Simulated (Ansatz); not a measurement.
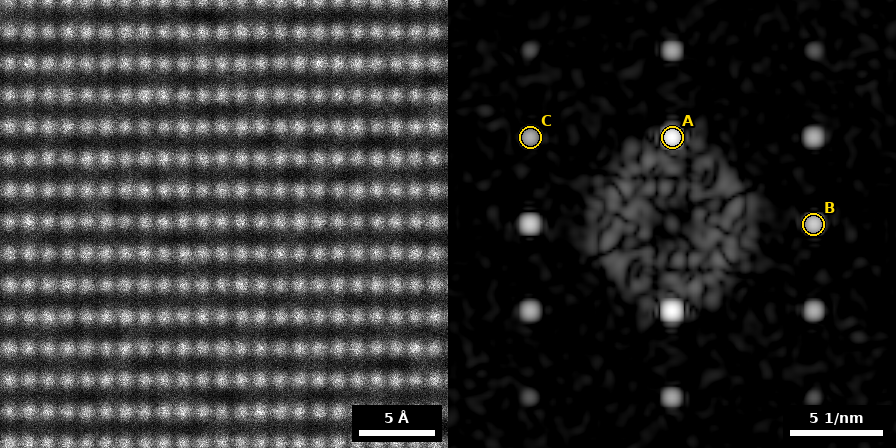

Dark-field STEM-like image of Cu (P6_3/mmc, No. 194) along [210]. Simulation: incoherent imaging, intensity Z^1.7 per atom, probe width 0.87 Å, thin sample. The probe carries 25 % of its weight in a tail 2.5 times as wide. Shot noise and the speckle of an amorphous layer were added. Model: the geometry relaxed with DFT, revPBE, plane waves (420 eV) with PAW, scalar-relativistic (Ansatz 0.2.0); the starting structure was generated, so it need not be a known form of this composition.

The right panel is the modulus of the image's Fourier transform on a logarithmic scale.

a = 2.588 Å, b = 2.588 Å, c = 4.238 Å, α = 90.00°, β = 90.00°, γ = 120.00°

Q: Index the marked spots and give their plane spacings (the zone axis points at the viewer; indices equivalent by symmetry, or all signs reversed, are as good).

A: (0 0 -2), d = 2.12 Å; B: (1 -2 0), d = 1.29 Å; C: (-1 2 -2), d = 1.10 Å. A and B enclose 90°, and every spot obeys the zone law hu + kv + lw = 0 for [210].
